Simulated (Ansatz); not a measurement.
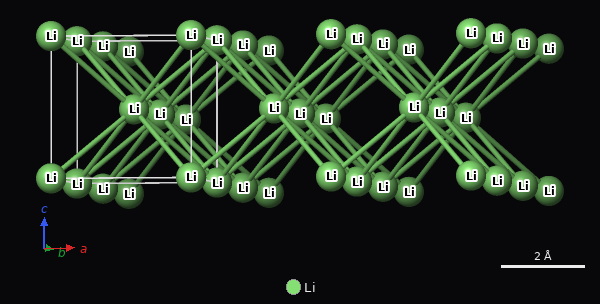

This is a crystal of Li (set up in Im-3m). A ball-and-stick model of the conventional cell (2 times the calculation's cell), repeated 3 × 3 × 1 with one cell outlined, seen from a free direction. Lengths and directions refer to the drawn axes.

Theory: DFT PBEsol, scalar-relativistic, plane waves, PAW (Ansatz). (plane-wave cutoff 420 eV; k-point mesh 16 × 16 × 16; occupations gaussian; smearing width 0.1 eV; no spin polarisation)

Change: All lengths are scaled by −1.0 % (volume −3.0 %), the atoms keeping their fractional coordinates. No relaxation follows.

> Predict the response.

The energy changes by less than 1 meV per atom. The pressure goes from 0.0 to 0.5 GPa. All forces vanish by symmetry. Both are metals. Near-neighbour distances before and after: Li–Li 2.971 → 2.941 Å. The space group stays Im-3m (No. 229).
